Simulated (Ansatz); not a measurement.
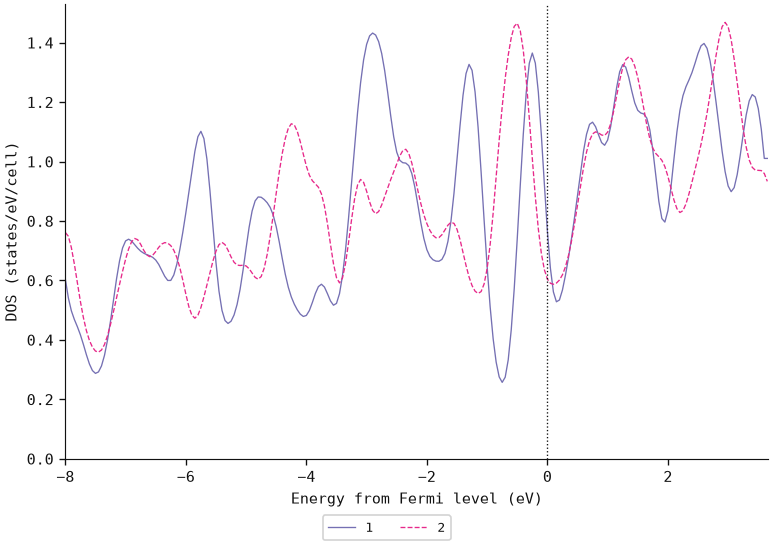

Densities of states of two runs on Ge$_{2}$H, space group I4/mmm (No. 139), 3 atoms in the cell, each from its own Fermi level, built from the levels of each run's k mesh with Gaussians 0.4 eV wide, which blur the band edges.

Base run: DFT with r2SCAN, PAW plane waves, no spin polarisation, 6×6×6 k mesh, 500 eV cutoff, Fermi-Dirac smearing of 0.1 eV (Ansatz 0.2.0).

The second run changes crystal.symmetry from { tolerance: 0.0003 } to { detect: false }, scf.occupations.method from fermi_dirac to tetrahedron_uncorrected and kpoints.mp_grid.grid from [6, 6, 6] to [9, 9, 9].

Q: Which curve is the changed run?

A: Curve 2. Both runs have no gap on their mesh. The finer mesh has more levels, so its curve is smoother. The free energy rises by 100 meV an atom.

On the base run: The structure was built from a prototype or by substitution, so it need not be a known phase. The atoms aren't at rest in this cell (largest force 1.7 eV/Å), so the relaxed material can differ.
